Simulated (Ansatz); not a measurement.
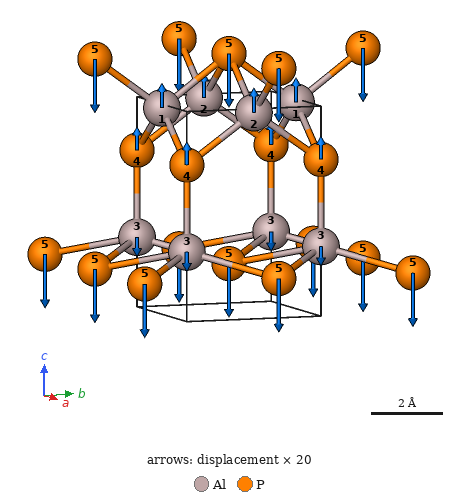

A relaxation of crystalline Al3P2 (a generated structure, set up in P4mm). The starting structure is drawn; blue arrows show the displacements (the part carried along by the change of the cell is left out), magnified 20 times.

Style: ball-and-stick. Shown: the cell of the calculation, slightly off an axis.

Level of theory: Ansatz 0.2.0, DFT PBE, scalar-relativistic, plane waves, PAW. Set-up: plane-wave cutoff 420 eV; k-point mesh 10 × 10 × 6; occupations gaussian; smearing width 0.1 eV; no spin polarisation; cell and atoms relaxed; force threshold 0.01 eV/Å; at most 80 steps.

Q: Atoms of which element are displaced furthest, and by how much?

A: Phosphorus: up to 0.077 Å, against 0.036 Å for aluminium.

Q: What did the optimiser do to the structure, and how much energy did it gain?

A: P5 moves most relative to the cell: 0.077 Å along −c. By element the largest moves are P 0.077 Å, Al 0.036 Å. The drawn cell changes as follows: a = b 4.051 → 4.256 Å (+5.1 %), c 5.985 → 5.670 Å (−5.3 %); the volume changes by +4.6 %. Some distances before and after: Al3–P5 2.932 → 3.077 Å, Al3–P4 2.477 → 2.409 Å, Al1–P4 2.471 → 2.517 Å, Al1–P5 2.502 → 2.482 Å. Among the angles between lasting bonds that change: P5–Al1–P5 108.1° → 118.0°, Al1–P5–Al1 108.1° → 118.0°, P4–Al1–P4 110.1° → 115.5°. The space group stays P4mm (No. 99). Over 8 accepted moves (10 points after the start) the energy falls by 0.128 eV per cell of the calculation. The largest force component goes from 0.24 to 0.00057 eV/Å. The pressure goes from 0.64 to 0.00 GPa. At 2 points the geometry stayed and the basis and grid were re-selected for the new cell (energy shift of 2.7 meV per cell of the calculation at most each time). The run took 110 s on 1 thread of Intel(R) Xeon(R) Platinum 8488C (Sapphire Rapids), on a shared host, peak memory 0.47 GiB.
